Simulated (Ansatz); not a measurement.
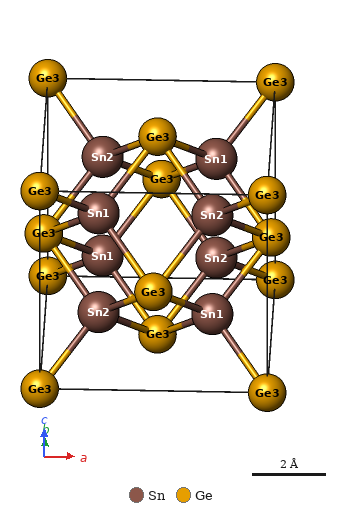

A crystal of Sn2Ge (a generated structure, set up in Fm-3m) (coarse preliminary run), before the relaxation. A ball-and-stick model of the conventional cell (4 times the calculation's cell), seen from a free direction. Lengths and directions refer to the drawn axes.

Computed with DFT PBE, scalar-relativistic, plane waves, PAW in Ansatz.

Input file:
```yaml
crystal:
  lattice:
    - [0.0, 3.1429694073, 3.1429694073]
    - [3.1429694073, 0.0, 3.1429694073]
    - [3.1429694073, 3.1429694073, 0.0]
  atoms:
    - { symbol: Sn, position: [0.75, 0.75, 0.75] }
    - { symbol: Sn, position: [0.25, 0.25, 0.25] }
    - { symbol: Ge, position: [0.0, 0.0, 0.0] }
basis:
  ecutwfc: 420
kpoints:
  mp_grid: { grid: [6, 6, 6] }
hamiltonian:
  xc: pbe
scf:
  occupations: { method: gaussian, width: 0.1 }
output:
  forces: true
  stress: true
  eigenvalues: true
relax:
  adjacent_minimum: "off"
  f_tol: 0.05
  max_steps: 80
  cell: { stress_tol: 0.5 }
```

Run as
```bash
ansatz run input.yaml --threads 2 --pin off --max-ram 6144MiB --backend cpu --events-out ev --progress --plain --runs-dir out
```

> Where does the relaxation end?

The energy falls by 1.572 eV per cell of the calculation in 4 accepted moves (5 points after the start). All forces vanish by symmetry, so only the cell relaxes. Pressure: 28.72 GPa at the start and 0.49 GPa at the end. The SCF was repeated once at an unchanged geometry on a basis and grid sized afresh for the cell, which shifted the energy by 19.6 meV per cell of the calculation at most. The atoms keep their places relative to the cell (all moves are under 0.005 Å). The drawn cell changes as follows: a = b = c 6.286 → 6.979 Å (+11.0 %); the volume changes by +36.9 %. Near-neighbour distances that change, for instance: Sn1–Ge3 2.722 → 3.022 Å. The space group stays Fm-3m (No. 225).

The structure at the end:

```
CELL_PARAMETERS angstrom
0.00000 3.48963 3.48963
3.48963 0.00000 3.48963
3.48963 3.48963 0.00000
ATOMIC_POSITIONS crystal
Sn 0.75000 0.75000 0.75000
Sn 0.25000 0.25000 0.25000
Ge 0.00000 0.00000 0.00000
```

The end point in the same view:

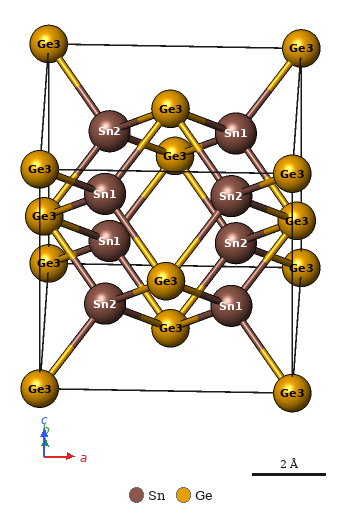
